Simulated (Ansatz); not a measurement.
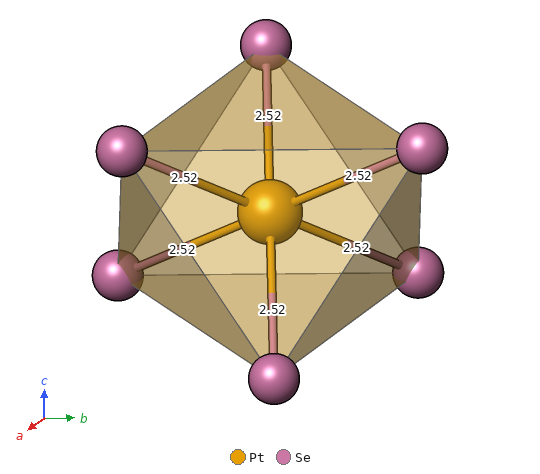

Coordination of Pt in PtSe2 (P-3m1); bond lengths in Å. The shape measure S (0 to 100) is the computed least-squares distance from an ideal polyhedron; S = 0 means ideal. Origin: the end point of a relaxation in a fixed cell with DFT PBE+D3(BJ), scalar-relativistic, plane waves, PAW (Ansatz).

Name the coordination polyhedron and say how regular it is.

PtSe6: a slightly distorted octahedron (coordination number 6, S = 0.45; next best trigonal prism, S = 16.5).

Does the central atom sit at the centroid of its ligands?

Yes, to within 0.01 Å; the site symmetry is -3m.
